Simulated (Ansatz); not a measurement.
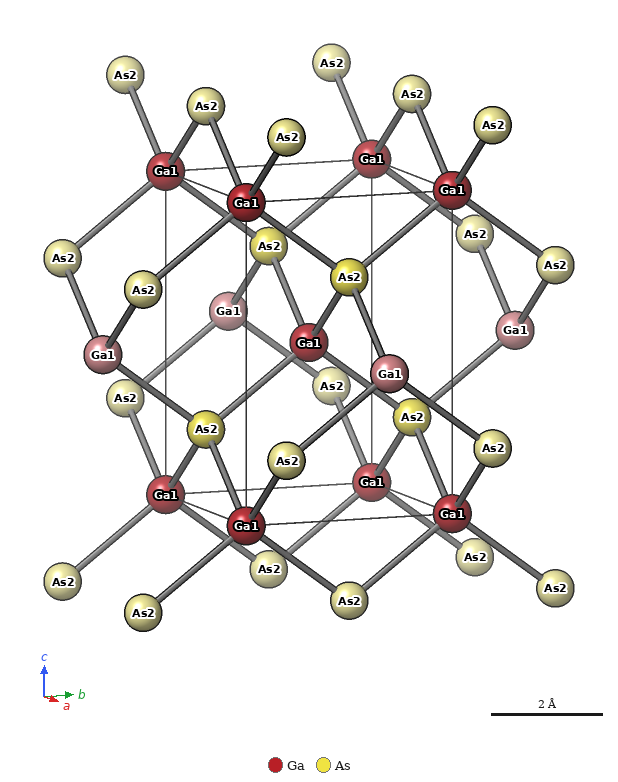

Figure 1. The input geometry of run A (ball-and-stick view of the cell 2 times as large as that of the calculation, set on its symmetry axes, seen slightly off an axis; neighbours outside the cell are drawn fainter; atoms are numbered from 1 in the order of the input). Near neighbours in the crystal (not all of them lie inside the picture): Ga has 4 As at 2.49 Å; As has 4 Ga at 2.49 Å.

# Two runs on GaAs

System: GaAs (2 atoms in the cell).
Method of run A: DFT, PBE, plane waves, PAW, no spin polarisation (Ansatz 0.2.0).

The structure was built on a prototype by a generator. The geometry comes from this level: r2SCAN (a point of a series of strains). Text and figures count atoms from 1; the logs count them from 0 in places.

## The input, run A
```yaml
crystal:
  lattice:
    - [0.0, 2.8330850947, 2.9608572325]
    - [2.8330850947, 0.0, 2.9608572325]
    - [2.8330850947, 2.8330850947, 0.0]
  atoms:
    - { symbol: Ga, position: [0.0, 0.0, 0.0] }
    - { symbol: As, position: [0.25, 0.25, 0.25] }
kpoints:
  mp_grid: { grid: [8, 8, 8] }
  band_path:
    path:
      - [0.0, 0.0, 0.0]
      - [-0.5, -0.5, 0.0]
      - [-0.375, -0.375, 0.25]
      - [-0.375, 0.0, 0.375]
      - [0.0, 0.0, 0.5]
      - [-0.5, -0.25, 0.25]
    npoints: 1
hamiltonian:
  xc: pbe
scf:
  occupations: { method: fermi_dirac, width: 0.02 }
  n_extra_bands: 4
output:
  forces: true
  stress: true
  eigenvalues: true
```

Hardware: 4 threads of an Arm (aarch64) CPU, shared host.

## Output, shortened to warnings, some set-up lines, iterations and results (run A)
```
Basis set: ecut = 420 eV, 909 PW (Γ), exchange–correlation on 60×60×54 points (8 copies of the dense FFT grid, shifted against one another)
Symmetry: 8 space group operations
k-points: 59 of 512 (time reversal used)
Initial density: superposition of atomic densities (neutral atoms: chi_scale 0, normalization atom), corrected by the library's trained network
[...]
SCF iter   1: F=—  HF=-8639.844626 eV  |F-HF|=—  |Δ(HF+E_count)|=         —  Δρ=1.78e-3  dr2=2.58e-3  ethr=1.77e-3  ⟨swp⟩=6.0  Hψ=4935  notcnv=0
SCF iter   2: F=—  HF=-8639.843922 eV  |F-HF|=—  |Δ(HF+E_count)|=   7.04e-4  Δρ=1.15e-3  dr2=1.05e-3  ethr=9.23e-6  ⟨swp⟩=2.0  Hψ=2164  notcnv=0
SCF iter   3: F=—  HF=-8639.843835 eV  |F-HF|=—  |Δ(HF+E_count)|=   8.67e-5  Δρ=6.54e-4  dr2=3.07e-4  ethr=3.74e-6  ⟨swp⟩=2.0  Hψ=1803  notcnv=0
SCF iter   4: F=—  HF=-8639.843764 eV  |F-HF|=—  |Δ(HF+E_count)|=   7.19e-5  Δρ=3.31e-4  dr2=6.22e-5  ethr=1.10e-6  ⟨swp⟩=2.0  Hψ=1590  notcnv=0
SCF iter   5: F=—  HF=-8639.843797 eV  |F-HF|=—  |Δ(HF+E_count)|=   3.33e-5  Δρ=1.22e-4  dr2=1.30e-5  ethr=2.22e-7  ⟨swp⟩=2.2  Hψ=1795  notcnv=0
SCF iter   6: F=—  HF=-8639.843807 eV  |F-HF|=—  |Δ(HF+E_count)|=   1.01e-5  Δρ=4.93e-5  dr2=1.28e-6  ethr=4.65e-8  ⟨swp⟩=2.0  Hψ=1889  notcnv=0
SCF iter   7: F=—  HF=-8639.843808 eV  |F-HF|=—  |Δ(HF+E_count)|=   6.15e-7  Δρ=3.51e-5  dr2=3.01e-7  ethr=4.56e-9  ⟨swp⟩=2.0  Hψ=1889  notcnv=0
SCF iter   8: F=-8639.843808 eV  HF=-8639.843808 eV  |F-HF|=1.41e-8  |Δ(HF+E_count)|=   5.86e-8  Δρ=9.46e-6  dr2=2.22e-8  ethr=3.57e-10  ⟨swp⟩=5.0  Hψ=4808  notcnv=0
SCF 1 converged in 8 iterations: F = -8639.843808 eV  dr2 = 2.22e-8
NSCF: frozen V_eff on 6 k-points
SCF converged after 8 iterations
Free energy (F): -8639.843808 eV
Harris-Foulkes:  -8639.843808 eV  (|F-HF|=1.41e-8)
Internal energy: -8639.843682 eV  (E = F + TS)
E sigma→0 (E₀):  -8639.843745 eV
Entropy (-TS):   -0.000126 eV (-0.063 meV/atom)
Fermi energy:    7.628509 eV
--- Per-component energies (eV) ---
  E_band       = -328.107273
  E_kinetic    = 218.120278
  E_local      = -3987.424114  (includes V_loc(G=0)·N_el)
  E_nonlocal   = -245.756341
  E_hartree    = 2001.711265
  E_xc         = -147.786683
  E_vxc        = -136.566220  (∫ρ·V_xc dr)
  E_paw        = -3824.445468  (= ΣΔE_a)
  E_vpaw       = -179.911218  (= ΣTr[D̂ρ^β])
  E_aug_tail   = -0.000106  (compensation charges beyond the density's cutoff)
  E_ewald      = -2654.262512
  E_smearing   = -0.000126  (= −TS)
  E_closure    = 0.000000  (closes the sum)
  Σ components = -8639.843808   (vs F -8639.843808, Δ=0.00e0)
--- Forces (eV/Å), atoms counted from 1 ---
  atom   1  Ga    -0.00000000    -0.00000000    -0.00000000
  atom   2  As     0.00000000    -0.00000000     0.00000000
  max |Σ_I F_I| component: 1.25e-16 eV/Å
--- Stress (GPa, compression-positive) ---
        0.755236      -0.000000       0.000000
       -0.000000       0.755236      -0.000000
       -0.000000      -0.000000      -1.997225
  P = ⅓ Tr σ = -0.1623 GPa (-1.623 kbar)
```

The input of run B differs as follows (lines with − go, lines with + come):
```diff
-  xc: pbe
+  xc: r2scan
```

How does run B compare with run A?

The total energies belong to different methods, so their difference says nothing on which is more stable or more accurate. The gap on the mesh goes from 0.04 to 0.51 eV. The pressure goes from −0.16 to −2.90 GPa. The functional changes from PBE to r2SCAN. The SCF takes 6 iterations against 8. The default cutoff goes from 420 to 500 eV with the change. The plane waves at Γ go from 909 to 1211.

## Output, shortened to warnings, some set-up lines, iterations and results (run B)
```
Basis set: ecut = 500 eV, 1211 PW (Γ), exchange–correlation on 120×120×120 points (64 copies of the dense FFT grid, shifted against one another)
Symmetry: 8 space group operations
k-points: 59 of 512 (time reversal used)
Initial density: superposition of atomic densities (neutral atoms: chi_scale 0, normalization atom), corrected by the library's trained network
[...]
SCF iter   1: F=—  HF=-8655.714841 eV  |F-HF|=—  |Δ(HF+E_count)|=         —  Δρ=7.86e-3  dr2=1.08e-2  dr2_τ=3.63e-3  ethr=1.77e-3  ⟨swp⟩=6.0  Hψ=5029  notcnv=0
SCF iter   2: F=—  HF=-8655.722036 eV  |F-HF|=—  |Δ(HF+E_count)|=   7.20e-3  Δρ=1.66e-3  dr2=1.41e-3  dr2_τ=3.50e-5  ethr=3.87e-5  ⟨swp⟩=2.9  Hψ=2717  notcnv=0
SCF iter   3: F=—  HF=-8655.721735 eV  |F-HF|=—  |Δ(HF+E_count)|=   3.01e-4  Δρ=1.52e-3  dr2=4.07e-4  dr2_τ=3.72e-6  ethr=5.03e-6  ⟨swp⟩=2.0  Hψ=1829  notcnv=0
SCF iter   4: F=—  HF=-8655.721922 eV  |F-HF|=—  |Δ(HF+E_count)|=   1.86e-4  Δρ=3.28e-4  dr2=3.56e-5  dr2_τ=5.49e-7  ethr=1.45e-6  ⟨swp⟩=3.0  Hψ=1966  notcnv=0
SCF iter   5: F=—  HF=-8655.721912 eV  |F-HF|=—  |Δ(HF+E_count)|=   1.01e-5  Δρ=4.48e-5  dr2=9.47e-7  dr2_τ=1.24e-8  ethr=1.27e-7  ⟨swp⟩=2.0  Hψ=1888  notcnv=0
SCF iter   6: F=-8655.721911 eV  HF=-8655.721911 eV  |F-HF|=6.10e-9  |Δ(HF+E_count)|=   2.78e-7  Δρ=1.05e-5  dr2=4.10e-8  dr2_τ=1.36e-9  ethr=3.57e-10  ⟨swp⟩=6.0  Hψ=4939  …
SCF 1 converged in 6 iterations: F = -8655.721911 eV  dr2 = 4.10e-8
NSCF: frozen V_eff on 6 k-points
SCF converged after 6 iterations
Free energy (F): -8655.721911 eV
Harris-Foulkes:  -8655.721911 eV  (|F-HF|=6.10e-9)
Internal energy: -8655.721911 eV  (E = F + TS)
E sigma→0 (E₀):  -8655.721911 eV
Fermi energy:    7.615062 eV
--- Per-component energies (eV) ---
  E_band       = -347.340320
  E_kinetic    = 217.197275
  E_local      = -3991.019131  (includes V_loc(G=0)·N_el)
  E_nonlocal   = -242.825153
  E_hartree    = 2005.399364
  E_xc         = -135.853928
  E_vxc        = -142.871561  (∫ρ·V_xc dr)
  E_paw        = -3852.247303  (= ΣΔE_a)
  E_vpaw       = -206.103259  (= ΣTr[D̂ρ^β])
  E_aug_tail   = -0.000047  (compensation charges beyond the density's cutoff)
  E_vtau       = 7.490547  (kinetic-family band-sum trace: ∫τ·v_τ [+ j·A + Jᵃ·Aᵃ] dr)
  E_ewald      = -2654.262512
  E_core_change = -2.110478  (= ΣΔE_core)
  E_smearing   = -0.000000  (= −TS)
  E_closure    = -0.000000  (closes the sum)
  Σ components = -8655.721911   (vs F -8655.721911, Δ=0.00e0)
--- Forces (eV/Å), atoms counted from 1 ---
  atom   1  Ga    -0.00000000     0.00000000    -0.00000000
  atom   2  As     0.00000000    -0.00000000     0.00000000
  max |Σ_I F_I| component: 1.55e-16 eV/Å
--- Stress (GPa, compression-positive) ---
       -1.850169       0.000000       0.000000
        0.000000      -1.850169      -0.000000
        0.000000      -0.000000      -4.988889
  P = ⅓ Tr σ = -2.8964 GPa (-28.964 kbar)
```

## The two runs side by side

```tsv
quantity	run A	run B
outcome	converged	converged
free energy per atom (eV)	−4319.9219	−4327.8610
gap on the mesh (eV)	0.04	0.51
pressure (GPa)	−0.16	−2.90
largest force (eV/Å)	0.000	0.000
SCF iterations	8	6
irreducible k-points	59	59
plane waves at Γ	909	1211
wall time (shared host)	2.7 s	4.9 s
```
